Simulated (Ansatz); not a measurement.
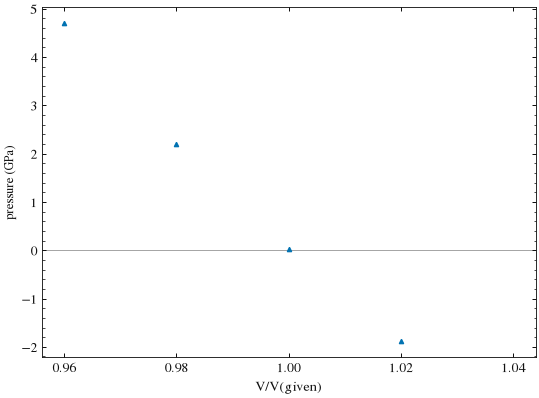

Plotted: pressure against V/V(given) for Ag, space group Fm-3m (No. 225).

Structure:
```xyz
1
Lattice="0.0000 2.0522 2.0522 2.0522 0.0000 2.0522 2.0522 2.0522 0.0000" Properties=species:S:1:pos:R:3 pbc="T T T"
Ag    0.0000    0.0000    0.0000
```

Method: periodic Kohn-Sham DFT of a crystal at fixed atoms, scaled to the stated factor times the given cell; pressure positive in compression (Ansatz 0.2.0). Level: r2SCAN.

method frozen-core PAW; relativity scalar; k mesh 14×14×14; occupations Fermi–Dirac; smearing width 0.05 eV; wave cutoff 500 eV; PAW set soft_2.

V(given) is 17.29 Å³/atom.

The point at V/V(given) 1.04 is left out of the plot. What does the calculation give there?

```csv
V/V(given),pressure (GPa)
1.04,-3.568
```

Caveats: PAW files made with PBE.
